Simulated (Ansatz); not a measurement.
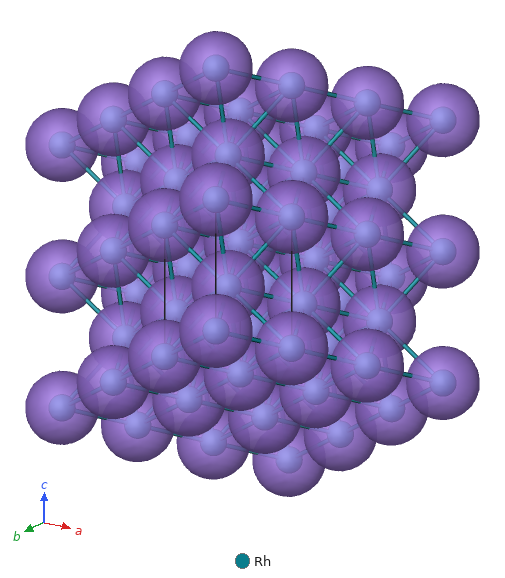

*Rh. Isosurface of the valence electron density at 0.8 e/Å³ (purple), seen at an oblique angle. Sticks mark near contacts.*

Space group I4/mmm; computed pressure about 87 GPa in this cell; computed without spin polarisation; PAW files of the earlier set (soft_1).

Theory: DFT LDA, scalar-relativistic, plane waves, PAW (Ansatz 0.2.0).

The density is the valence pseudo-density of a PAW calculation; it isn't the true density close to the nuclei.

```xyz
2
Lattice="1.7260 -1.7260 0.0000 1.7260 1.7260 0.0000 0.0000 0.0000 3.7292" Properties=species:S:1:pos:R:3 pbc="T T T"
Rh    0.0000    0.0000    0.0000
Rh    1.7260    0.0000    1.8646
```

> What does this surface tell about the bonding?

At this value the density breaks into separate islands; it holds about 80 % of the electrons treated as valence (semicore included). It bridges none of the near contacts. It is pinched off along the shortest Rh–Rh (2.44 Å) and Rh–Rh (2.54 Å) contacts. On the grid the lowest density along these lines, outside the cores, is 0.58 e/Å³ (Rh–Rh, 2.44 Å) and 0.51 e/Å³ (Rh–Rh, 2.54 Å).

> Metal or insulator at this level of theory?

It is metallic or semimetallic at this level of theory: no gap opens.
